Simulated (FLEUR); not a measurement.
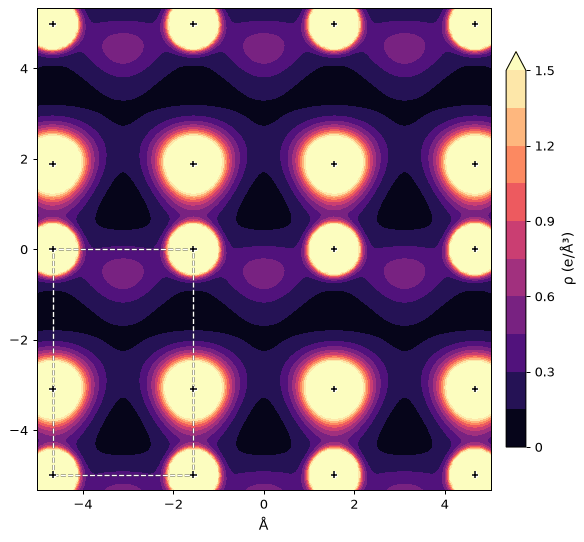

The electron density on a plane through atoms (crosses mark nuclei in the plane).

Computed with Kohn-Sham DFT of a periodic cell, PBEsol, all-electron in FLEUR.

Candidates:
A. Be$_{2}$C, a = 4.33 Å, b = 4.33 Å, c = 4.33 Å, α = 90.00°, β = 90.00°, γ = 90.00°. Space group Fm-3m.
B. AlN, a = 3.11 Å, b = 3.11 Å, c = 4.98 Å, α = 90.00°, β = 90.00°, γ = 120.00°. Space group P6₃mc.
C. Ir, a = 2.71 Å, b = 2.71 Å, c = 3.79 Å, α = 90.00°, β = 90.00°, γ = 90.00°. Space group I4/mmm; changed on purpose from its base cell (strain component 3 = -0.01).

Q: Which candidate gave the map?

A: Candidate B: AlN on the (010) plane of the conventional cell, which holds Al and N. Al–N (1.89 Å): ρ at the midpoint is about 0.7 e/Å³.
